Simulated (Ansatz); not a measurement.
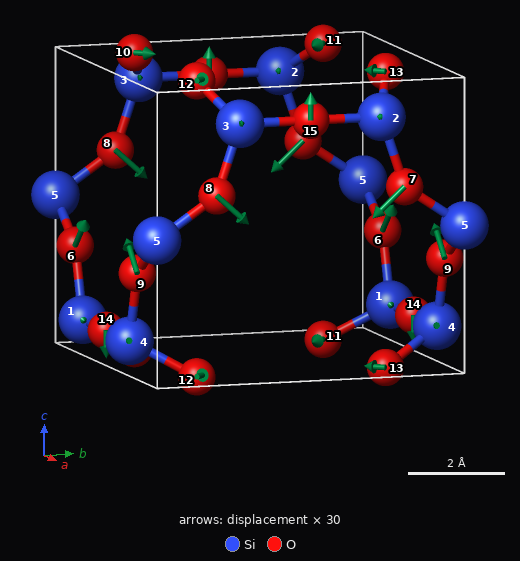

A relaxation of a crystal of SiO2 (set up in P-4m2). The starting structure is drawn; green arrows show the displacements (the part carried along by the change of the cell is left out), 30 times their true length.

Style: ball-and-stick. Shown: the cell of the calculation, slightly off an axis.

Case: volume × 0.94, shape and atoms relaxed.

Computed with Ansatz 0.2.0, DFT r2SCAN, scalar-relativistic, plane waves, PAW. Settings: plane-wave cutoff 500 eV; k-point mesh 4 × 4 × 4; occupations gaussian; smearing width 0.02 eV; no spin polarisation; cell relaxed at fixed volume; force threshold 0.01 eV/Å; at most 30 steps.

Atoms of which element are displaced furthest, and by how much?

Answer. Oxygen: up to 0.032 Å, against 0.003 Å for silicon.

Describe the change and its energy.

Answer. The largest moves relative to the cell, 0.032 Å, are those of O6, O7, O8 and O9. O7 goes along [0 −1 −1]. By element the largest moves are O 0.032 Å, Si 0.003 Å. The drawn cell changes at constant volume: a = b 6.781 → 6.799 Å (+0.3 %), c 6.269 → 6.236 Å (−0.5 %). Near-neighbour distances that change, for instance: Si5–O6 1.588 → 1.597 Å, Si1–O10 1.595 → 1.604 Å, Si1–O6 1.587 → 1.595 Å. Bond angles that change, for instance: O6–Si5–O9 112.5° → 115.1°, Si2–O7–Si5 142.5° → 140.3°. The space group stays P-4m2 (No. 115). The energy falls by 2.6 meV per atom in 4 accepted moves (5 points after the start). The largest force component goes from 0.3 to 0.0099 eV/Å. The pressure goes from 7.42 to 5.97 GPa. At 1 point the geometry stayed and the basis and grid were re-selected for the new cell (energy shift of less than 0.05 meV per atom at most each time).
